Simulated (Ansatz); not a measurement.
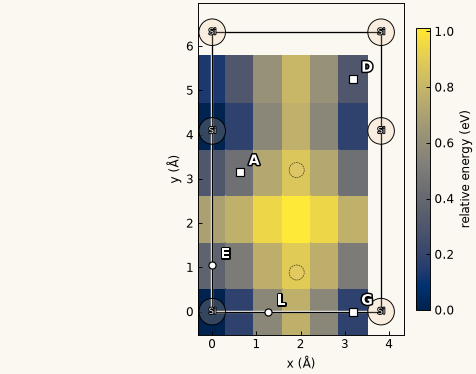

O on a Si(100) slab cut from the P6_3/mmc phase, its upper half relaxed before the scan (8 atoms of substrate and one adsorbate in a 1 × 1 cell). O is moved over the surface cell at a fixed height above a rigid substrate; the origin of the map has the adsorbate above Si7; the height is held at 2.50 Å. Places are given modulo a cell vector. The map is drawn in real space over the plane of the surface. The scan uses a 6 × 6 grid; 24 points were computed and 12 follow by symmetry. Energies: eV, counted from the lowest grid point. The magnetic moment jumps between some neighbouring points. With one adsorbate in each 1 × 1 cell, its nearest image is 3.8 Å away, so neighbouring adsorbates interact. At a fixed height the lowest place need not be the adsorption site. These are results of DFT PBE+D3(BJ), scalar-relativistic, plane waves, PAW (Ansatz), not measurements. Settings: cutoff 420 eV, k-mesh 7×4×1, gaussian smearing 0.05 eV, spin-polarised.

The picture shows one coloured cell a grid point, labelled circles for the atoms of the top layer and small ones for the second layer, the outline of one cell of the plane, lettered points.

Q: Is G the lowest point of the computed grid?

A: No. G lies 0.18 eV above the lowest grid point, which is at the top site over a surface Si atom, (0/6, 0/6) of the cell vectors.

Q: Rank the lettered points by energy, lowest first.

A: G (0.18 eV), D (0.31 eV), E (0.37 eV), A (0.45 eV), L (0.56 eV).

PAW datasets: the set soft_1.
